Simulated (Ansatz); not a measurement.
Consider HC$_{16}$ (cell charge +1, with a compensating background) (cell with a defect).

```xyz
17
Lattice="0.0000 3.5700 3.5700 3.5700 0.0000 3.5700 3.5700 3.5700 0.0000" Properties=species:S:1:pos:R:3 pbc="T T T"
C     3.5408    3.5864    0.0615
C     0.8755    0.9099    0.9401
C     1.7634    1.7914    0.0447
C     2.6500    2.6832    0.9366
C     5.3251    3.5827    1.8336
C     2.6553    0.8902    2.7085
C     3.5376    1.7871    1.8171
C     4.4409    2.6651    2.7115
C     3.5915    5.3687    1.8720
C     0.8736    2.7101    2.7443
C     1.7605    3.5688    1.8293
C     2.6523    4.4687    2.7301
C     5.2639    5.2893    3.5313
C     2.7194    2.7645    4.5768
C     3.5398    3.5542    3.5895
C     4.3932    4.4297    4.4970
H     5.7938    5.2720    4.5814
```

These are results of DFT PBE, scalar-relativistic, plane waves, PAW in Ansatz 0.2.0, not measurements.

Question: Predict the valence pseudo-density and electron localisation function between the atoms.

Answer: C–H (1.17 Å): the density is about 1.5 e/Å³ at the midpoint; the ELF climbs to about 0.95 towards the hydrogen, as it does in any bond to H (a covalent bond by its length).

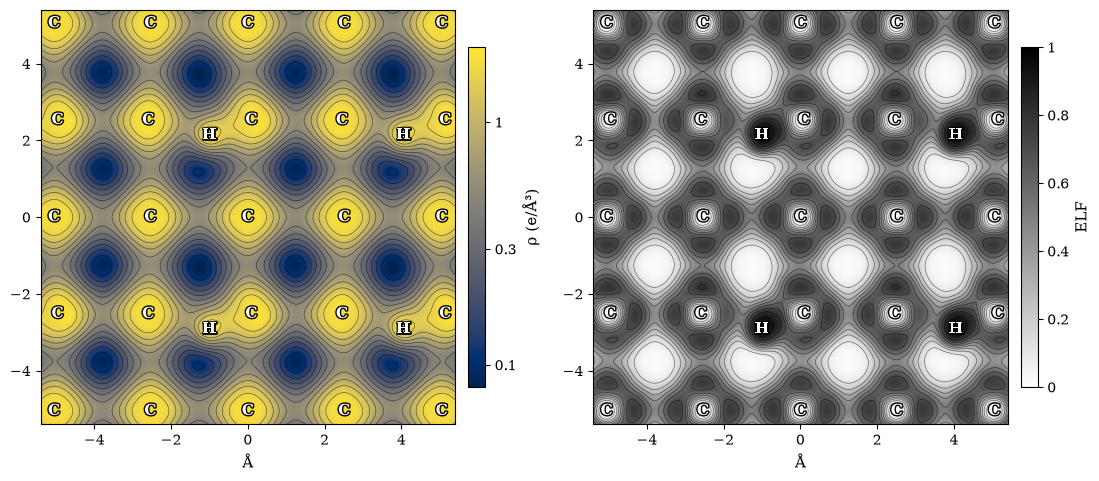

Computed valence pseudo-density and electron localisation function on the (110) plane of the calculation cell, in this order. Atoms just off the plane (C, 0.9 Å away) can leave unmarked features too.
